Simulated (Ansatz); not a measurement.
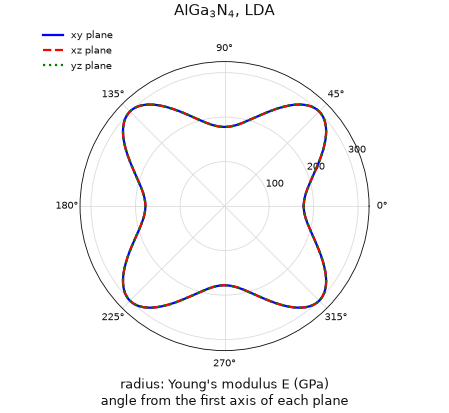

The figure shows the Young's modulus as a function of direction in the xy, xz and yz planes for AlGa₃N₄, space group P-43m (No. 215).

Cell as given: a = 4.427 Å, b = 4.427 Å, c = 4.427 Å, α = 90.00°, β = 90.00°, γ = 90.00°; 8 atoms.

Calculation (Ansatz 0.2.0): elastic stress-strain coefficients at zero temperature from small strains of the given cell, Voigt order xx yy zz yz xz xy, Cartesian axes of the cell vectors; plane waves with PAW datasets, Γ-centred k mesh. Level: LDA, no spin polarisation.

```tsv
setting	value
wave cutoff	420 eV
k mesh	6×6×6
occupations	fixed
ions	relaxed
strain amplitude	0.002
```

This calculation gives: bulk modulus 204.2 GPa, shear modulus 114.1 GPa, least Young's modulus over all directions 177.9 GPa and largest 390.5 GPa.

Now the level changes from LDA to PBEsol, and the cell is that level's own (11.15 against 10.85 Å³/atom). What happens?

The bulk modulus falls from 204.2 to 191.5 GPa (−6.2 %), the shear modulus falls from 114.1 to 108.2 GPa (−5.2 %), the least Young's modulus over all directions falls from 177.9 to 168.6 GPa (−5.2 %) and the largest falls from 390.5 to 369.1 GPa (−5.5 %).

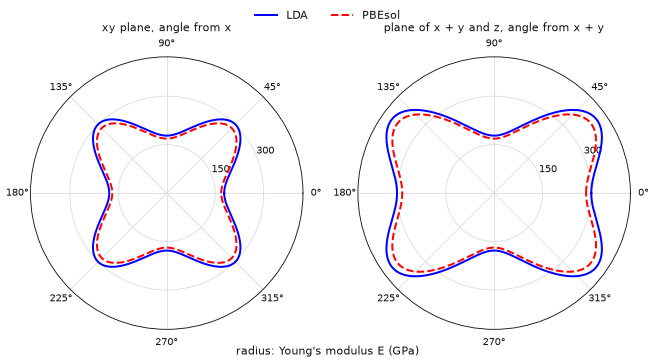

The two results together.
